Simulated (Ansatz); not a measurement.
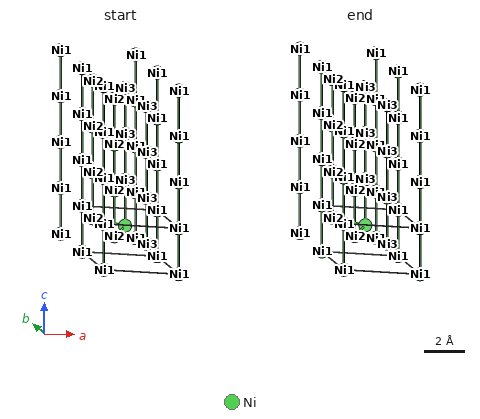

The structure of solid Ni (a generated structure, set up in P6/mmm) before (left) and after (right) a relaxation, at one scale.

A ball-and-stick model of the cell of the calculation, repeated 1 × 2 × 4 with one cell outlined, seen slightly off an axis.

Phase: omega (AlB2-type).

The calculation used DFT, revPBE, plane waves (420 eV) with PAW, scalar-relativistic (Ansatz). Set-up: plane-wave cutoff 420 eV; k-point mesh 9 × 9 × 13; occupations fermi dirac; smearing width 0.05 eV; collinear spin; cell and atoms relaxed; force threshold 0.01 eV/Å; at most 60 steps.

### Summarise the run.

The atoms keep their places relative to the cell (all moves are under 0.005 Å). Cell: a = b 3.954 → 4.019 Å (+1.6 %), c 2.424 → 2.436 Å (+0.5 %). Volume +3.8 %. Near-neighbour distances that change, for instance: Ni2–Ni3 2.283 → 2.320 Å, Ni1–Ni1 2.424 → 2.436 Å. The space group stays P6/mmm (No. 191). Over 3 accepted moves (4 points after the start) the energy falls by 10.1 meV per atom. All forces vanish by symmetry, so only the cell relaxes. The pressure goes from 7.29 to −0.03 GPa. The SCF was repeated once at an unchanged geometry on a basis and grid sized afresh for the cell, which shifted the energy by 0.2 meV per atom at most.
